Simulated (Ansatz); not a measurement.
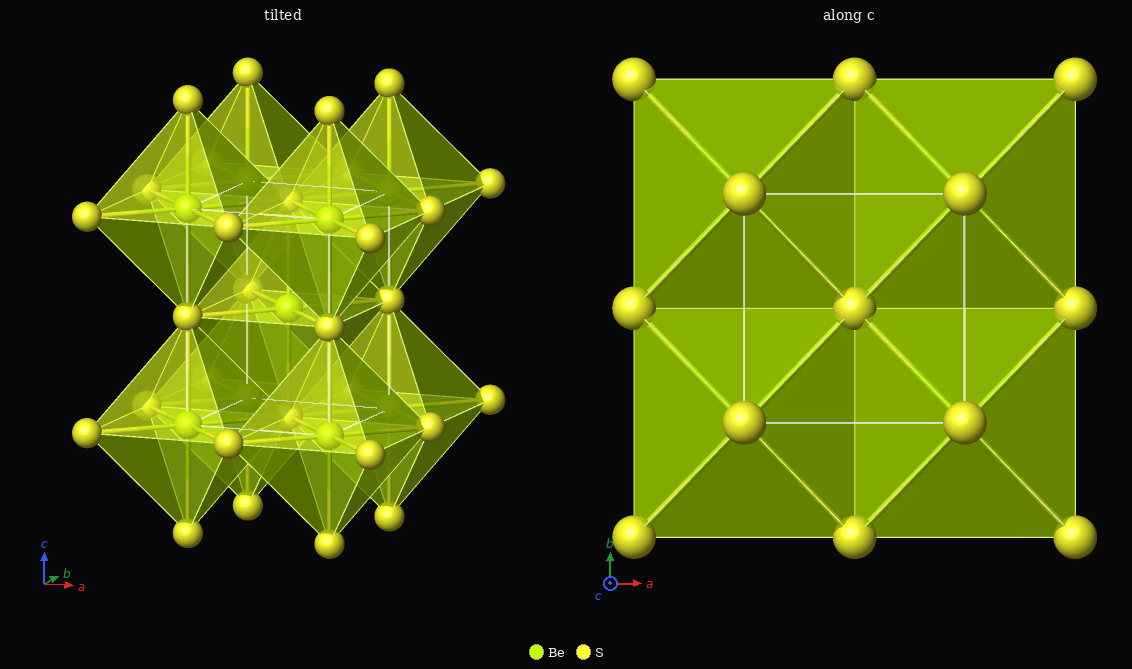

A polyhedral rendering, viewed slightly off an axis and along the c axis. Atoms at the boundary of the conventional unit cell (the box) are drawn once for each face, edge or corner they touch. Some neighbours outside the box are added.

BeS, space group Immm (No. 71), a = 3.217 Å, b = 3.338 Å, c = 4.635 Å, α = 90.00°, β = 90.00°, γ = 90.00°. Its origin is a structure type filled with these elements by a generator (whether the compound takes this form wasn't checked). The cell was then strained or its atoms displaced on purpose. It went into a calculation with Ansatz.

This one geometry was computed with Ansatz (DFT, plane waves, PAW) at three levels of theory: PBE, HSE06 and r2SCAN. It was relaxed with r2SCAN and then strained.

**Which level gives the highest pressure at this volume, and what does that say about its equilibrium volume?**

Highest: PBE (-0.3 GPa) and r2SCAN (0.1 GPa), which points to the largest equilibrium volume. Lowest, with the smallest volume: HSE06 (-1.7 GPa). Levels within 0.5 GPa of each other can't be told apart.

**How does the band gap change with the level of theory?**

PBE: a gap of 0.70 eV, indirect; r2SCAN: a gap of 1.05 eV, indirect; HSE06: a gap of 1.46 eV, indirect.

**Collect the results in a table.**

| level | cutoff (eV) | k-mesh of the run's cell | gap (eV) | pressure (GPa) |
| --- | --- | --- | --- | --- |
| PBE | 420 | 10×10×10 | 0.70 | -0.3 |
| HSE06 | 420 | 6×6×6 | 1.46 | -1.7 |
| r2SCAN | 500 | 10×10×10 | 1.05 | 0.1 |

Gaps are taken on the k-mesh or band path of each run.
